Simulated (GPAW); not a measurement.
The cell below is W (Fm-3m). Source of the atomic positions: an entry of the Crystallography Open Database, as set up for an electronic-structure calculation.

```cif
data_structure
_symmetry_space_group_name_H-M 'P 1'
_symmetry_Int_Tables_number 1
_cell_length_a 4.0600
_cell_length_b 4.0600
_cell_length_c 4.0600
_cell_angle_alpha 90.000
_cell_angle_beta 90.000
_cell_angle_gamma 90.000
_cell_volume 66.92
loop_
_atom_site_label
_atom_site_type_symbol
_atom_site_fract_x
_atom_site_fract_y
_atom_site_fract_z
_atom_site_occupancy
W1 W 0.00000 0.00000 0.00000 1
W2 W 0.00000 0.50000 0.50000 1
W3 W 0.50000 0.00000 0.50000 1
W4 W 0.50000 0.50000 0.00000 1
```

Hard-sphere model; metallic radii: W 1.39 Å.

Find the largest hole by geometry, and further ones that a grid search gives (radius above 0.15 Å; smaller ones may be missed, and maxima closer than 0.25 Å are merged).

```json
{"hole": "V1", "site": "4b", "x, y, z": "0.000, 0.000, 0.500", "radius (Å)": "0.64", "nearest atoms": "6 W", "shape": "octahedral"}
{"hole": "V2", "site": "8c", "x, y, z": "0.250, 0.250, 0.250", "radius (Å)": "0.37", "nearest atoms": "4 W", "shape": "tetrahedral"}
```

Nearest atoms are those whose sphere lies within 0.15 Å of the hole's sphere; in brackets, those within 0.5 Å. The largest sphere that fits anywhere has a diameter of 1.28 Å; the largest that can travel through the crystal, about 0.5 Å.

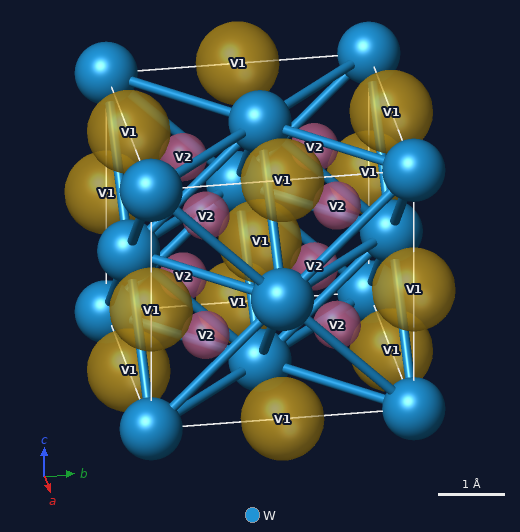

Translucent spheres (V1, V2) fill the 2 holes listed first by a grid search for holes with a radius above 0.15 Å (the largest is sure; smaller ones may be missed, and maxima closer than 0.25 Å are merged) at their true size; atoms are drawn smaller than their model radii. View from a free direction.
